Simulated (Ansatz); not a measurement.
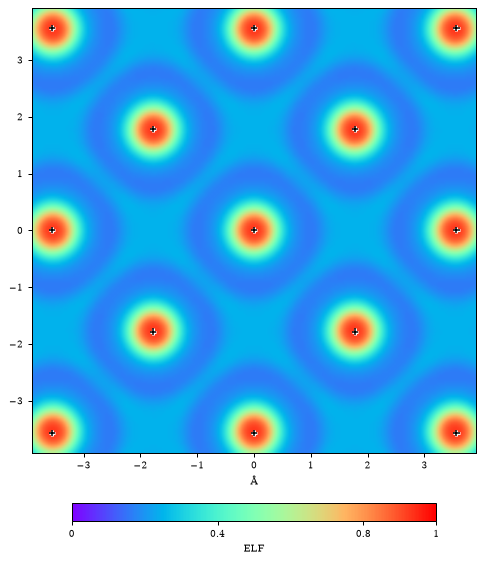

The electron localisation function on a plane through atoms (crosses mark nuclei in the plane).

The calculation used DFT PBE+D3(BJ), scalar-relativistic, plane waves, PAW in Ansatz 0.2.0.

Candidates:
A. Cu$_{16}$HCl (slab), a = 5.04 Å, b = 5.04 Å, c = 24.63 Å, α = 90.00°, β = 90.00°, γ = 90.00°. Computed without spin polarisation.
B. Cu, a = 3.56 Å, b = 3.56 Å, c = 3.56 Å, α = 90.00°, β = 90.00°, γ = 90.00°. Space group Fm-3m; computed without spin polarisation.

Q: Which candidate gave the map?

A: Candidate B: Cu on the (010) plane of the conventional cell, which holds Cu. Cu–Cu (2.52 Å): the ELF is about 0.20 at the midpoint (no localised pair shows between them).
